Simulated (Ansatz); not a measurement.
## Geometry relaxation, with input and output: GaH2N (part 1 of 3)

GaH2N (32 atoms in the cell), computed with DFT PBEsol, scalar-relativistic, plane waves, PAW, no spin polarisation (Ansatz 0.2.0).

The structure derives from a Materials Project entry. It belongs to a series of runs on one base structure; here: wire along [0 0 1], 16 atoms a period, capped with H.

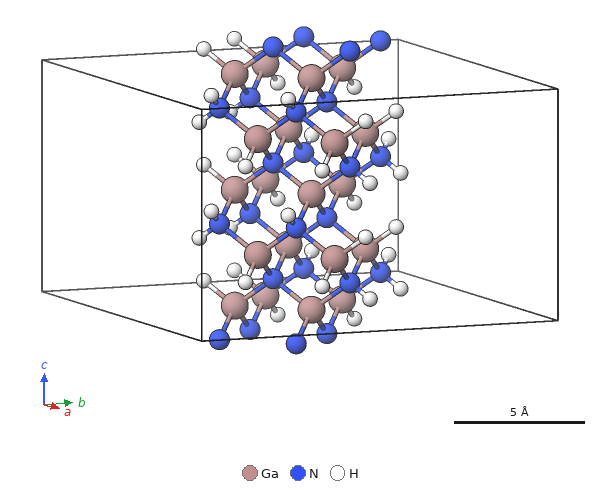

**Figure 1.** The starting structure (ball-and-stick view of the 2 repeat of the cell, with the vacuum cut short, seen slightly off an axis; bonded neighbours outside the cell are drawn too). An atom can appear more than once, as a periodic image.

Input
```yaml
crystal:
  lattice:
    - [17.6, 0.0, 0.0]
    - [0.0, 17.2, 0.0]
    - [0.0, 0.0, 4.4982301444]
  atoms:
    - { symbol: Ga, position: [0.3083140563, 0.5, 0.0] }
    - { symbol: Ga, position: [0.5638953146, 0.5, 0.0] }
    - { symbol: "N", position: [0.3722093709, 0.5653812521, 0.25] }
    - { symbol: "N", position: [0.6277906291, 0.5653812521, 0.25] }
    - { symbol: Ga, position: [0.5638953146, 0.3692374958, 0.5] }
    - { symbol: Ga, position: [0.5638953146, 0.6307625042, 0.5] }
    - { symbol: "N", position: [0.3722093709, 0.4346187479, 0.75] }
    - { symbol: "N", position: [0.6277906291, 0.4346187479, 0.75] }
    - { symbol: Ga, position: [0.4361046854, 0.5, 0.5] }
    - { symbol: Ga, position: [0.6916859437, 0.5, 0.5] }
    - { symbol: "N", position: [0.5, 0.3038562437, 0.75] }
    - { symbol: "N", position: [0.5, 0.5653812521, 0.75] }
    - { symbol: Ga, position: [0.4361046854, 0.3692374958, 0.0] }
    - { symbol: Ga, position: [0.4361046854, 0.6307625042, 0.0] }
    - { symbol: "N", position: [0.5, 0.4346187479, 0.25] }
    - { symbol: "N", position: [0.5, 0.6961437563, 0.25] }
    - { symbol: H, position: [0.256811788, 0.5526999955, 0.7984896518] }
    - { symbol: H, position: [0.256811788, 0.4473000045, 0.2015103482] }
    - { symbol: H, position: [0.3387492985, 0.5996194657, 0.3809175511] }
    - { symbol: H, position: [0.6612507015, 0.5996194657, 0.1190824489] }
    - { symbol: H, position: [0.6153975829, 0.3165375003, 0.2984896518] }
    - { symbol: H, position: [0.6153975829, 0.6834624997, 0.7015103482] }
    - { symbol: H, position: [0.3387492985, 0.4003805343, 0.6190824489] }
    - { symbol: H, position: [0.6612507015, 0.4003805343, 0.8809175511] }
    - { symbol: H, position: [0.743188212, 0.5526999955, 0.7015103482] }
    - { symbol: H, position: [0.743188212, 0.4473000045, 0.2984896518] }
    - { symbol: H, position: [0.5334600724, 0.2696180301, 0.8809175511] }
    - { symbol: H, position: [0.4665399276, 0.2696180301, 0.6190824489] }
    - { symbol: H, position: [0.3846024171, 0.3165375003, 0.2015103482] }
    - { symbol: H, position: [0.3846024171, 0.6834624997, 0.7984896518] }
    - { symbol: H, position: [0.5334600724, 0.7303819699, 0.1190824489] }
    - { symbol: H, position: [0.4665399276, 0.7303819699, 0.3809175511] }
basis:
  ecutwfc: 420
kpoints:
  mp_grid: { grid: [1, 1, 7] }
hamiltonian:
  xc: pbesol
scf:
  occupations: { method: gaussian, width: 0.05 }
output:
  forces: true
  stress: true
  eigenvalues: true
  populations: true
  write_density: true
  write_potential: true
  elf: true
  volumetric_format: npy
relax:
  adjacent_minimum: "off"
  f_tol: 0.02
  max_steps: 45
  cell: { fix: [a, b, alpha, beta, gamma], stress_tol: 0.03 }
```

Run on 4 threads of Intel Xeon (Sapphire Rapids), 16 GiB of memory available, shared host.

Run as:
```bash
ansatz run input.yaml --threads 4 --pin off --max-ram 11264MiB --backend cpu --events-out ev --progress --plain --runs-dir out
```

The program's output
```
Engine: ansatz 0.2.0, x86_64-unknown-linux-gnu
Pseudopotentials: kind: paw
Pseudopotential: Ga, paw, valence charge 13, recommended cutoff 420 eV (normal), Ga.paw.azcp
Pseudopotential: N, paw, valence charge 5, recommended cutoff 420 eV (normal), N.paw.azcp
Pseudopotential: H, paw, valence charge 1, recommended cutoff 420 eV (normal), H.paw.azcp
Functional definition: PBEsol
  exchange = pbesol_x
  correlation = pbesol_c
Crystal: 32 atoms, lattice volume = 1361.704 Å³
Basis set: ecut = 420 eV, 26649 PW (Γ), exchange–correlation on 240×240×64 points (8 copies of the dense FFT grid, shifted against one another)
Bands: 112, of which v1, the nominal top of the filled ones, is band 80 counted from 1 (79 counted from 0)
Symmetry: 4 space group operations
Space group: P2221 (ITA 17), of the structure as read, at distance tolerance 1.1e-4 Å
k-points: 4 of 7
Non-local potential: Ga, projectors of the file, l = 0: 2, l = 1: 2, l = 2: 3, l = 3: 1
Non-local potential: N, projectors of the file, l = 0: 2, l = 1: 2, l = 2: 1
Non-local potential: H, projectors of the file, l = 0: 2, l = 1: 1
PAW form: soft (Blöchl's): semilocal exchange-correlation on the pseudo side does not see the compensation charge
PAW frozen core: Ga, regenerated for the run's functional, and the local potential with it (the file was generated under x = pbe(κ = 0.804, μ = 0.2195149727645171), c = pbe(β = 0.06672455060314922))
PAW frozen core: N, regenerated for the run's functional, and the local potential with it (the file was generated under x = pbe(κ = 0.804, μ = 0.2195149727645171), c = pbe(β = 0.06672455060314922))
PAW one-centre angular grid: Ga, 590 points (default); XC on 64 Gauss nodes
PAW one-centre angular grid: N, 110 points (default); XC on 64 Gauss nodes
PAW one-centre angular grid: H, 110 points (default); XC on 64 Gauss nodes
Initial density: superposition of atomic densities (neutral atoms: chi_scale 0, normalization atom), corrected by the library's trained network
Initial wavefunctions: pseudopotential atomic-orbital guess
Functional: x = pbesol(κ = 0.804, μ = 0.12345679012345678), c = pbesol(β = 0.046)
SCF iter   1: F=—  HF=-33232.095895 eV  |F-HF|=—  |Δ(HF+E_count)|=         —  Δρ=4.61e-3  dr2=3.41e-1  ethr=1.77e-3  ⟨swp⟩=7.0  Hψ=2190  notcnv=0  defer=11
preconditioner: auto → Resta (q_TF=auto, 1.909 Å⁻¹)  ε∞=1.6  [insulator: Δε(μ)=3.804 eV  Ē_g=15.981 eV  σ=0.050 eV  W_gap=1.00  n_scr=170 (ndim 8)  ℏωp=12.7 eV  f_vac=0.734  D(μ)=0.00/eV (n_scr^D=0)  ε∞_Penn≈1.6  vacuum switching on, ρ_ref=1.9e-2 e/Å³]
SCF iter   2: F=—  HF=-33232.012833 eV  |F-HF|=—  |Δ(HF+E_count)|=   8.31e-2  Δρ=1.81e-3  dr2=4.69e-2  ethr=2.13e-4  ⟨swp⟩=2.8  Hψ=842  notcnv=0  defer=106
SCF iter   3: F=—  HF=-33232.006101 eV  |F-HF|=—  |Δ(HF+E_count)|=   6.73e-3  Δρ=7.07e-4  dr2=7.84e-3  ethr=2.93e-5  ⟨swp⟩=2.0  Hψ=660  notcnv=0  defer=106
SCF iter   4: F=—  HF=-33232.006181 eV  |F-HF|=—  |Δ(HF+E_count)|=   8.02e-5  Δρ=3.45e-4  dr2=1.60e-3  ethr=4.90e-6  ⟨swp⟩=2.0  Hψ=544  notcnv=0  defer=106
SCF iter   5: F=—  HF=-33232.006378 eV  |F-HF|=—  |Δ(HF+E_count)|=   1.97e-4  Δρ=1.12e-4  dr2=1.92e-4  ethr=1.00e-6  ⟨swp⟩=2.0  Hψ=654  notcnv=0  defer=106
SCF iter   6: F=—  HF=-33232.006468 eV  |F-HF|=—  |Δ(HF+E_count)|=   9.05e-5  Δρ=2.70e-5  dr2=8.81e-6  ethr=1.20e-7  ⟨swp⟩=2.0  Hψ=662  notcnv=0  defer=106
SCF iter   7: F=—  HF=-33232.006528 eV  |F-HF|=—  |Δ(HF+E_count)|=   6.01e-5  Δρ=1.07e-5  dr2=1.34e-6  ethr=5.51e-9  ⟨swp⟩=2.0  Hψ=768  notcnv=0  defer=106
iter 8 did not close the SCF: its close was put off until two iterations running show no level that it waits for move by more than its bar (scf_convergence_deferred on its scf_iter line)
SCF iter   8: F=-33232.006529 eV  HF=-33232.006529 eV  |F-HF|=2.44e-7  |Δ(HF+E_count)|=   7.58e-7  Δρ=3.39e-6  dr2=9.93e-8  ethr=6.25e-11  ⟨swp⟩=24.0  Hψ=4582  notcnv=0
iter 9 did not close the SCF: its close was put off until two iterations running show no level that it waits for move by more than its bar (scf_convergence_deferred on its scf_iter line)
SCF iter   9: F=-33232.006529 eV  HF=-33232.006529 eV  |F-HF|=7.28e-11  |Δ(HF+E_count)|=   2.65e-7  Δρ=1.06e-6  dr2=1.15e-8  ethr=6.21e-11  ⟨swp⟩=11.8  Hψ=3160  notcnv=0
SCF iter  10: F=-33232.006529 eV  HF=-33232.006529 eV  |F-HF|=9.46e-11  |Δ(HF+E_count)|=   6.13e-9  Δρ=3.22e-7  dr2=1.19e-9  ethr=7.17e-12  ⟨swp⟩=8.5  Hψ=2798  notcnv=0
SCF 1 converged in 10 iterations: F = -33232.006529 eV  dr2 = 1.19e-9
  greatest PAW one-centre occupation: 0.995 electrons in one spin orbital (limit 2), on the Ga atom at site 1 (counted from 0), in its partial waves of l = 2
relax step   1: F+E_penalty+E_count = -33232.00652936 eV  Δ(F+E_penalty+E_count) = +0.000e0 eV  max|allowed force component| = 1.671e0 eV/Å  Δτ_max = 0.0000 Å  P = +0.347 GPa  Ω = 1361.704 Å³  fix = [a, b, alpha, beta, gamma]  reactions: a +0.353, b +0.284 GPa  (10 SCF iters, dr2 threshold 1.00e-7 eV, accepted)
Crystal: 32 atoms, lattice volume = 1359.201 Å³
Basis set: ecut = 420 eV, 26633 PW (Γ), exchange–correlation on 240×240×64 points (8 copies of the dense FFT grid, shifted against one another)
Initial density: handed on by an earlier stage of this run
Initial wavefunctions: those handed on with the density
iter 1 solved again at ethr=5.48e-4 eV; its pass at ethr=3.10e-3 eV (dr2=8.77e-1 eV) is discarded
SCF iter   1: F=—  HF=-33232.931054 eV  |F-HF|=—  |Δ(HF+E_count)|=         —  Δρ=8.91e-3  dr2=9.22e-1  ethr=5.48e-4  ⟨swp⟩=4.5  Hψ=2172  notcnv=0
preconditioner: auto → Resta (q_TF=auto, 1.910 Å⁻¹)  ε∞=1.6  [insulator: Δε(μ)=3.902 eV  Ē_g=15.891 eV  σ=0.050 eV  W_gap=1.00  n_scr=170 (ndim 8)  ℏωp=12.7 eV  f_vac=0.735  D(μ)=0.00/eV (n_scr^D=0)  ε∞_Penn≈1.6  vacuum switching on, ρ_ref=1.8e-2 e/Å³]
SCF iter   2: F=—  HF=-33232.691263 eV  |F-HF|=—  |Δ(HF+E_count)|=   2.40e-1  Δρ=4.25e-3  dr2=1.24e-1  ethr=5.48e-4  ⟨swp⟩=5.0  Hψ=1120  notcnv=0  defer=26
SCF iter   3: F=—  HF=-33232.670851 eV  |F-HF|=—  |Δ(HF+E_count)|=   2.04e-2  Δρ=1.81e-3  dr2=2.56e-2  ethr=7.72e-5  ⟨swp⟩=2.0  Hψ=665  notcnv=0  defer=77
SCF iter   4: F=—  HF=-33232.668143 eV  |F-HF|=—  |Δ(HF+E_count)|=   2.71e-3  Δρ=5.94e-4  dr2=3.41e-3  ethr=1.60e-5  ⟨swp⟩=2.0  Hψ=661  notcnv=0  defer=77
SCF iter   5: F=—  HF=-33232.667904 eV  |F-HF|=—  |Δ(HF+E_count)|=   2.39e-4  Δρ=1.97e-4  dr2=3.77e-4  ethr=2.13e-6  ⟨swp⟩=2.0  Hψ=643  notcnv=0  defer=77
SCF iter   6: F=—  HF=-33232.667896 eV  |F-HF|=—  |Δ(HF+E_count)|=   7.72e-6  Δρ=5.69e-5  dr2=2.95e-5  ethr=2.35e-7  ⟨swp⟩=2.0  Hψ=760  notcnv=0  defer=101
SCF iter   7: F=—  HF=-33232.667913 eV  |F-HF|=—  |Δ(HF+E_count)|=   1.65e-5  Δρ=1.78e-5  dr2=3.65e-6  ethr=1.84e-8  ⟨swp⟩=2.0  Hψ=654  notcnv=0  defer=101
SCF iter   8: F=-33232.667914 eV  HF=-33232.667915 eV  |F-HF|=2.27e-7  |Δ(HF+E_count)|=   1.91e-6  Δρ=7.24e-6  dr2=6.34e-7  ethr=2.00e-9  ⟨swp⟩=24.8  Hψ=4880  notcnv=0
SCF 2 converged in 8 iterations: F = -33232.667914 eV  dr2 = 6.34e-7
  greatest PAW one-centre occupation: 0.995 electrons in one spin orbital (limit 2), on the Ga atom at site 8 (counted from 0), in its partial waves of l = 2
relax step   2: F+E_penalty+E_count = -33232.66791440 eV  Δ(F+E_penalty+E_count) = -6.614e-1 eV  max|allowed force component| = 6.119e-1 eV/Å  Δτ_max = 0.1416 Å  P = +0.016 GPa  Ω = 1359.201 Å³  energy of the carried Pulay correction = +1.470e-3 eV  fix = [a, b, alpha, beta, gamma]  reactions: a +0.073, b -0.033 GPa  (8 SCF iters, dr2 threshold 3.20e-6 eV, accepted)
Crystal: 32 atoms, lattice volume = 1361.740 Å³
iter 1 solved again at ethr=2.04e-5 eV; its pass at ethr=3.10e-3 eV (dr2=3.26e-2 eV) is discarded
SCF iter   1: F=—  HF=-33232.741147 eV  |F-HF|=—  |Δ(HF+E_count)|=         —  Δρ=1.77e-3  dr2=3.44e-2  ethr=2.04e-5  ⟨swp⟩=4.0  Hψ=1677  notcnv=0
preconditioner: auto → Resta (q_TF=auto, 1.909 Å⁻¹)  ε∞=1.6  [insulator: Δε(μ)=4.131 eV  Ē_g=15.832 eV  σ=0.050 eV  W_gap=1.00  n_scr=170 (ndim 8)  ℏωp=12.7 eV  f_vac=0.733  D(μ)=0.00/eV (n_scr^D=0)  ε∞_Penn≈1.6  vacuum switching on, ρ_ref=1.8e-2 e/Å³]
SCF iter   2: F=—  HF=-33232.731843 eV  |F-HF|=—  |Δ(HF+E_count)|=   9.30e-3  Δρ=8.58e-4  dr2=5.19e-3  ethr=2.04e-5  ⟨swp⟩=2.0  Hψ=627  notcnv=0
SCF iter   3: F=—  HF=-33232.731243 eV  |F-HF|=—  |Δ(HF+E_count)|=   6.00e-4  Δρ=3.76e-4  dr2=1.74e-3  ethr=3.25e-6  ⟨swp⟩=2.0  Hψ=846  notcnv=0
SCF iter   4: F=—  HF=-33232.730883 eV  |F-HF|=—  |Δ(HF+E_count)|=   3.61e-4  Δρ=9.12e-5  dr2=6.99e-5  ethr=1.08e-6  ⟨swp⟩=2.0  Hψ=760  notcnv=0
SCF iter   5: F=—  HF=-33232.730889 eV  |F-HF|=—  |Δ(HF+E_count)|=   6.07e-6  Δρ=2.22e-5  dr2=6.30e-6  ethr=4.37e-8  ⟨swp⟩=2.5  Hψ=665  notcnv=0
SCF iter   6: F=-33232.730889 eV  HF=-33232.730890 eV  |F-HF|=6.49e-7  |Δ(HF+E_count)|=   7.74e-7  Δρ=9.90e-6  dr2=1.38e-6  ethr=2.00e-9  ⟨swp⟩=23.0  Hψ=4602  notcnv=0
SCF 3 converged in 6 iterations: F = -33232.730889 eV  dr2 = 1.38e-6
relax step   3: F+E_penalty+E_count = -33232.73088901 eV  Δ(F+E_penalty+E_count) = -6.297e-2 eV  max|allowed force component| = 1.778e-1 eV/Å  Δτ_max = 0.0434 Å  P = -0.006 GPa  Ω = 1361.740 Å³  energy of the carried Pulay correction = -2.096e-5 eV  fix = [a, b, alpha, beta, gamma]  reactions: a +0.007, b -0.006 GPa  (6 SCF iters, dr2 threshold 3.20e-6 eV, accepted)
Crystal: 32 atoms, lattice volume = 1362.628 Å³
Basis set: ecut = 420 eV, 26665 PW (Γ), exchange–correlation on 240×240×64 points (8 copies of the dense FFT grid, shifted against one another)
iter 1 solved again at ethr=2.61e-6 eV; its pass at ethr=3.10e-3 eV (dr2=4.18e-3 eV) is discarded
SCF iter   1: F=—  HF=-33232.737106 eV  |F-HF|=—  |Δ(HF+E_count)|=         —  Δρ=6.83e-4  dr2=4.45e-3  ethr=2.61e-6  ⟨swp⟩=2.0  Hψ=1692  notcnv=0
preconditioner: auto → Resta (q_TF=auto, 1.909 Å⁻¹)  ε∞=1.6  [insulator: Δε(μ)=4.206 eV  Ē_g=15.841 eV  σ=0.050 eV  W_gap=1.00  n_scr=170 (ndim 8)  ℏωp=12.7 eV  f_vac=0.733  D(μ)=0.00/eV (n_scr^D=0)  ε∞_Penn≈1.6  vacuum switching on, ρ_ref=1.8e-2 e/Å³]
SCF iter   2: F=—  HF=-33232.736036 eV  |F-HF|=—  |Δ(HF+E_count)|=   1.07e-3  Δρ=3.21e-4  dr2=7.86e-4  ethr=2.61e-6  ⟨swp⟩=2.2  Hψ=527  notcnv=0
SCF iter   3: F=—  HF=-33232.735962 eV  |F-HF|=—  |Δ(HF+E_count)|=   7.38e-5  Δρ=1.05e-4  dr2=1.41e-4  ethr=4.91e-7  ⟨swp⟩=3.0  Hψ=768  notcnv=0
SCF iter   4: F=—  HF=-33232.735928 eV  |F-HF|=—  |Δ(HF+E_count)|=   3.41e-5  Δρ=3.12e-5  dr2=1.31e-5  ethr=8.83e-8  ⟨swp⟩=2.0  Hψ=768  notcnv=0
SCF iter   5: F=-33232.735927 eV  HF=-33232.735927 eV  |F-HF|=6.49e-7  |Δ(HF+E_count)|=   3.32e-7  Δρ=1.04e-5  dr2=1.37e-6  ethr=1.23e-9  ⟨swp⟩=24.2  Hψ=4480  notcnv=0
SCF 4 converged in 5 iterations: F = -33232.735927 eV  dr2 = 1.37e-6
relax step   4: F+E_penalty+E_count = -33232.73592658 eV  Δ(F+E_penalty+E_count) = -5.038e-3 eV  max|allowed force component| = 5.953e-2 eV/Å  Δτ_max = 0.0186 Å  P = -0.006 GPa  Ω = 1362.628 Å³  energy of the carried Pulay correction = -5.420e-4 eV  fix = [a, b, alpha, beta, gamma]  reactions: a -0.009, b -0.006 GPa  (5 SCF iters, dr2 threshold 1.98e-6 eV, accepted)
Crystal: 32 atoms, lattice volume = 1362.880 Å³
Basis set: ecut = 420 eV, 26681 PW (Γ), exchange–correlation on 240×240×64 points (8 copies of the dense FFT grid, shifted against one another)
iter 1 solved again at ethr=2.37e-7 eV; its pass at ethr=3.10e-3 eV (dr2=3.79e-4 eV) is discarded
SCF iter   1: F=—  HF=-33232.736100 eV  |F-HF|=—  |Δ(HF+E_count)|=         —  Δρ=1.98e-4  dr2=3.69e-4  ethr=2.37e-7  ⟨swp⟩=2.0  Hψ=1636  notcnv=0
preconditioner: auto → Resta (q_TF=auto, 1.909 Å⁻¹)  ε∞=1.6  [insulator: Δε(μ)=4.220 eV  Ē_g=15.842 eV  σ=0.050 eV  W_gap=1.00  n_scr=170 (ndim 8)  ℏωp=12.7 eV  f_vac=0.733  D(μ)=0.00/eV (n_scr^D=0)  ε∞_Penn≈1.6  vacuum switching on, ρ_ref=1.8e-2 e/Å³]
SCF iter   2: F=—  HF=-33232.736027 eV  |F-HF|=—  |Δ(HF+E_count)|=   7.36e-5  Δρ=9.28e-5  dr2=6.23e-5  ethr=2.30e-7  ⟨swp⟩=2.0  Hψ=768  notcnv=0
SCF iter   3: F=—  HF=-33232.736026 eV  |F-HF|=—  |Δ(HF+E_count)|=   1.25e-6  Δρ=4.13e-5  dr2=1.29e-5  ethr=3.90e-8  ⟨swp⟩=2.0  Hψ=766  notcnv=0
SCF iter   4: F=—  HF=-33232.736026 eV  |F-HF|=—  |Δ(HF+E_count)|=   1.19e-7  Δρ=9.05e-6  dr2=1.04e-6  ethr=8.09e-9  ⟨swp⟩=2.0  Hψ=768  notcnv=0
SCF iter   5: F=—  HF=-33232.736026 eV  |F-HF|=—  |Δ(HF+E_count)|=   4.93e-8  Δρ=4.49e-6  dr2=3.28e-7  ethr=1.38e-10  ⟨swp⟩=18.2  Hψ=3881  notcnv=0
SCF iter   6: F=-33232.736026 eV  HF=-33232.736026 eV  |F-HF|=1.06e-9  |Δ(HF+E_count)|=   3.88e-8  Δρ=9.38e-7  dr2=1.32e-8  ethr=1.38e-10  ⟨swp⟩=10.0  Hψ=2874  notcnv=0
SCF 5 converged in 6 iterations: F = -33232.736026 eV  dr2 = 1.32e-8
relax step   5: F+E_penalty+E_count = -33232.73602566 eV  Δ(F+E_penalty+E_count) = -9.908e-5 eV  max|allowed force component| = 4.724e-2 eV/Å  Δτ_max = 0.0036 Å  P = +0.003 GPa  Ω = 1362.880 Å³  energy of the carried Pulay correction = -6.896e-4 eV  fix = [a, b, alpha, beta, gamma]  reactions: a -0.002, b +0.006 GPa  (6 SCF iters, dr2 threshold 2.22e-7 eV, accepted)
Crystal: 32 atoms, lattice volume = 1363.030 Å³
iter 1 solved again at ethr=7.87e-8 eV; its pass at ethr=3.10e-3 eV (dr2=1.26e-4 eV) is discarded
SCF iter   1: F=—  HF=-33232.735995 eV  |F-HF|=—  |Δ(HF+E_count)|=         —  Δρ=1.12e-4  dr2=1.32e-4  ethr=7.87e-8  ⟨swp⟩=2.0  Hψ=1362  notcnv=0
preconditioner: auto → Resta (q_TF=auto, 1.909 Å⁻¹)  ε∞=1.6  [insulator: Δε(μ)=4.222 eV  Ē_g=15.841 eV  σ=0.050 eV  W_gap=1.00  n_scr=170 (ndim 8)  ℏωp=12.7 eV  f_vac=0.733  D(μ)=0.00/eV (n_scr^D=0)  ε∞_Penn≈1.6  vacuum switching on, ρ_ref=1.8e-2 e/Å³]
SCF iter   2: F=—  HF=-33232.736053 eV  |F-HF|=—  |Δ(HF+E_count)|=   5.76e-5  Δρ=5.15e-5  dr2=2.15e-5  ethr=7.87e-8  ⟨swp⟩=2.0  Hψ=768  notcnv=0
SCF iter   3: F=—  HF=-33232.736050 eV  |F-HF|=—  |Δ(HF+E_count)|=   2.41e-6  Δρ=2.28e-5  dr2=5.21e-6  ethr=1.34e-8  ⟨swp⟩=2.0  Hψ=768  notcnv=0
SCF iter   4: F=—  HF=-33232.736050 eV  |F-HF|=—  |Δ(HF+E_count)|=   6.33e-7  Δρ=4.59e-6  dr2=1.85e-7  ethr=3.26e-9  ⟨swp⟩=2.0  Hψ=768  notcnv=0
SCF iter   5: F=-33232.736050 eV  HF=-33232.736050 eV  |F-HF|=6.39e-9  |Δ(HF+E_count)|=   4.17e-8  Δρ=1.45e-6  dr2=2.44e-8  ethr=8.72e-11  ⟨swp⟩=15.5  Hψ=3401  notcnv=0
SCF 6 converged in 5 iterations: F = -33232.736050 eV  dr2 = 2.44e-8
relax step   6: F+E_penalty+E_count = -33232.73604988 eV  Δ(F+E_penalty+E_count) = -2.422e-5 eV  max|allowed force component| = 1.577e-3 eV/Å  Δτ_max = 0.0031 Å  P = +0.002 GPa  Ω = 1363.030 Å³  energy of the carried Pulay correction = -7.776e-4 eV  fix = [a, b, alpha, beta, gamma]  reactions: a +0.001, b +0.003 GPa  (5 SCF iters, dr2 threshold 1.39e-7 eV, accepted)
Initial wavefunctions: pseudopotential atomic-orbital guess (no wavefunctions were taken with the density)
iter 1 solved again at ethr=9.95e-8 eV; its pass at ethr=3.10e-3 eV (dr2=1.59e-4 eV) is discarded
SCF iter   1: F=—  HF=-33232.733326 eV  |F-HF|=—  |Δ(HF+E_count)|=         —  Δρ=3.91e-5  dr2=5.07e-7  ethr=9.95e-8  ⟨swp⟩=4.5  Hψ=3755  notcnv=0
preconditioner: auto → Resta (q_TF=auto, 1.909 Å⁻¹)  ε∞=1.6  [insulator: Δε(μ)=4.220 eV  Ē_g=15.808 eV  σ=0.050 eV  W_gap=1.00  n_scr=170 (ndim 8)  ℏωp=12.7 eV  f_vac=0.733  D(μ)=0.00/eV (n_scr^D=0)  ε∞_Penn≈1.6  vacuum switching on, ρ_ref=1.8e-2 e/Å³]
SCF iter   2: F=—  HF=-33232.735611 eV  |F-HF|=—  |Δ(HF+E_count)|=   2.29e-3  Δρ=1.96e-5  dr2=1.33e-7  ethr=3.17e-10  ⟨swp⟩=3.0  Hψ=953  notcnv=0
SCF iter   3: F=—  HF=-33232.736782 eV  |F-HF|=—  |Δ(HF+E_count)|=   1.17e-3  Δρ=4.29e-6  dr2=6.21e-8  ethr=8.33e-11  ⟨swp⟩=3.0  Hψ=1048  notcnv=0
SCF iter   4: F=—  HF=-33232.736902 eV  |F-HF|=—  |Δ(HF+E_count)|=   1.20e-4  Δρ=3.24e-7  dr2=2.29e-9  ethr=3.88e-11  ⟨swp⟩=4.8  Hψ=885  notcnv=0  defer=1
SCF iter   5: F=—  HF=-33232.736903 eV  |F-HF|=—  |Δ(HF+E_count)|=   1.34e-6  Δρ=1.47e-7  dr2=4.24e-10  ethr=1.43e-12  ⟨swp⟩=2.0  Hψ=593  notcnv=0  defer=1
SCF iter   6: F=—  HF=-33232.736903 eV  |F-HF|=—  |Δ(HF+E_count)|=   2.61e-7  Δρ=1.23e-7  dr2=2.28e-10  ethr=1.00e-12  ⟨swp⟩=17.8  Hψ=3033  notcnv=0
SCF iter   7: F=-33232.736903 eV  HF=-33232.736903 eV  |F-HF|=4.89e-9  |Δ(HF+E_count)|=   6.47e-8  Δρ=3.00e-8  dr2=1.46e-11  ethr=1.00e-12  ⟨swp⟩=8.8  Hψ=2384  notcnv=0
SCF 7 converged in 7 iterations: F = -33232.736903 eV  dr2 = 1.46e-11
relax step   7: F+E_penalty+E_count = -33232.73690320 eV  Δ(F+E_penalty+E_count) = -8.533e-4 eV  max|allowed force component| = 1.566e-3 eV/Å  Δτ_max = 0.0000 Å  P = +0.003 GPa  Ω = 1363.030 Å³  fix = [a, b, alpha, beta, gamma]  reactions: a +0.002, b +0.003 GPa  stress off target by 4.43e-3 GPa on what of the cell is left free  SCF on the basis re-selected at this cell (its energy is not comparable with the rows above)  (7 SCF iters)
```

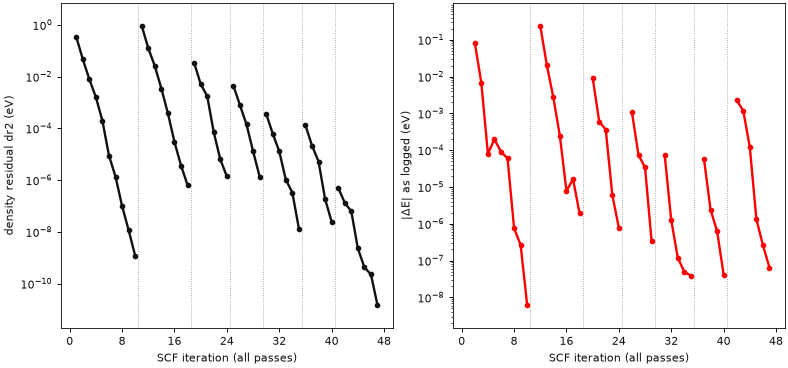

**Figure 2.** Convergence of the self-consistent field: density residual dr2 and size of the energy change against the SCF iteration. The dotted lines part the SCF passes of the relaxation: geometry steps, rejected trials and re-solves on a re-selected basis. The 7 passes take 5 to 10 iterations each, 47 in all.
